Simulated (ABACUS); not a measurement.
# A series of single points on CuI

System: CuI (F-43m, 2 atoms in the cell).
Method: Kohn-Sham DFT of a periodic cell, AM05, GBRV ultrasoft 1.5 PBEsol, no spin polarisation (ABACUS 3.10.1).

The 7 runs differ only in the geometry, by an even scaling of the cell at fixed fractional positions. The structure derives from an entry of the Crystallography Open Database.

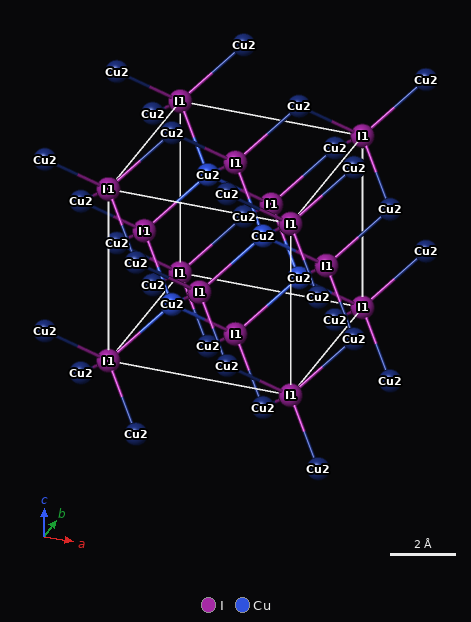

Figure 1. The structure of run 4 (ball-and-stick view of the cell 4 times as large as that of the calculation, set on its symmetry axes, seen at an oblique angle; neighbours outside the cell are drawn fainter; atoms are numbered from 1 in the order of the input).

## Input of run 4
```
INPUT_PARAMETERS
suffix              CuI
calculation         scf
basis_type          pw
pseudo_dir          ./
symmetry            1
dft_functional      GGA_X_AM05+GGA_C_AM05
ecutwfc             40
pseudo_rcut         10
nspin               1
nbands              17
ks_solver           dav
smearing_method     fd
smearing_sigma      0.00367493
scf_thr             1e-08
scf_nmax            100
mixing_type         broyden
mixing_beta         0.7
cal_force           1
cal_stress          1
ecutrho             320
kpar                4
```

## File STRU of run 4
```
ATOMIC_SPECIES
I 126.9045 i_pbesol_v1.uspp.F.UPF
Cu 63.5460 cu_pbesol_v1.2.uspp.F.UPF

LATTICE_CONSTANT
8.1016119478

LATTICE_VECTORS
0.0000000000 0.7071067812 0.7071067812
0.7071067812 0.0000000000 0.7071067812
0.7071067812 0.7071067812 0.0000000000

ATOMIC_POSITIONS
Cartesian

I
0.0
1
0.0000000000 0.0000000000 0.0000000000 1 1 1

Cu
0.0
1
1.0606601718 1.0606601718 1.0606601718 1 1 1
```

## File KPT of run 4
```
K_POINTS
0
Gamma
6 6 6 0 0 0
```

Command:
```bash
OMP_NUM_THREADS=1 mpirun -np 4 abacus > log
```

Lattice vectors (Å) and fractional positions of run 4:
```
   0.000000    3.031500    3.031500
   3.031500    0.000000    3.031500
   3.031500    3.031500    0.000000
I   0.000000  0.000000  0.000000
Cu  0.750000  0.750000  0.750000
```

Run 2 differs from it as follows:
```diff
-8.1016119478
+7.9921172828
```

## Results, with one run withheld

```csv
run,volume per atom (Å³),"free energy per atom, from the lowest run given (meV)",pressure (GPa),gap on the mesh (eV)
1,26.188,0.00,0.61,1.25
2,26.745,?,?,?
3,27.302,1.97,−1.25,1.14
4,27.859,7.33,−2.12,1.09
5,28.417,15.16,−2.78,1.04
6,28.974,25.09,−3.27,0.99
7,29.531,36.89,−3.71,0.95
```

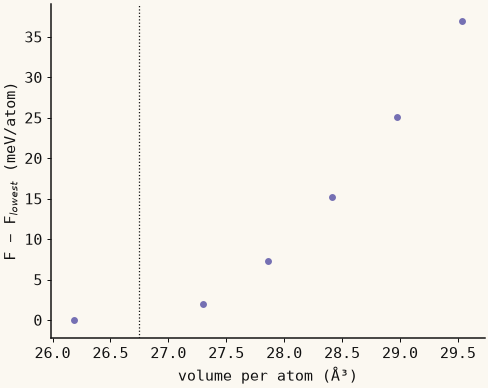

Figure 2. Free energy per atom of the runs given; the dotted line marks run 2.

What should run 2 give?

A cubic polynomial in V^(−2/3) (the Birch–Murnaghan form), fitted to the 6 runs given, misses them by at most 0.01 meV per atom. With x = V^(−2/3) − 0.10843 Å⁻², it reads F = 9.1913 − 5062.5 x + 6.2668e+05 x² + 4.0359e+06 x³ (meV per atom). At run 2 it gives −0.61 meV per atom, and the run itself gives −0.60. The slope of the fit gives a pressure −dF/dV of −0.30 GPa there, and the run prints −0.46 GPa. The two needn't agree exactly: the fit is approximate, and the printed stress is taken on a finite basis. The fit has its minimum at 26.564 Å³ per atom, where V d²F/dV² gives 45.6 GPa: the bulk modulus at this level, since symmetry fixes the shape and the positions. The gap on the mesh goes, without turning, from 1.25 eV in run 1 to 0.95 eV in run 7; run 2 has 1.19 eV. These are gaps of this functional on this mesh, which can miss the band edges; they aren't the measured gap.

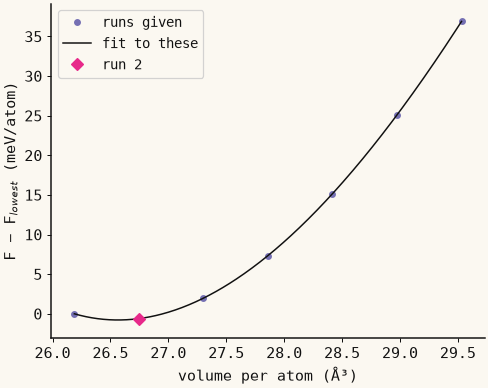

Figure 3. The fit and the withheld run.

## Some lines of the output (run 2)
```
[...]
 E_Fermi        0.5599104504         7.6179724954
 E_Fermi        0.5595879183         7.6135842214
 E_Fermi        0.5609062711         7.6315213311
 E_Fermi        0.5596885807         7.6149538028
 E_Fermi        0.5600147685         7.6193918164
 E_Fermi        0.5601471691         7.6211932177
 E_Fermi        0.5601580303         7.6213409926
 E_Fermi        0.5601319321         7.6209859077
 E_KS(sigma->0) -468.2697277088      -6371.1364977484
 E_Fermi        0.5601288228         7.6209436035
 final etot is -6371.1364978 eV
 EFERMI = 7.6209436035 eV
 TOTAL-PRESSURE: -4.600907 KBAR
 !FINAL_ETOT_IS -6371.1364978200126643 eV
```
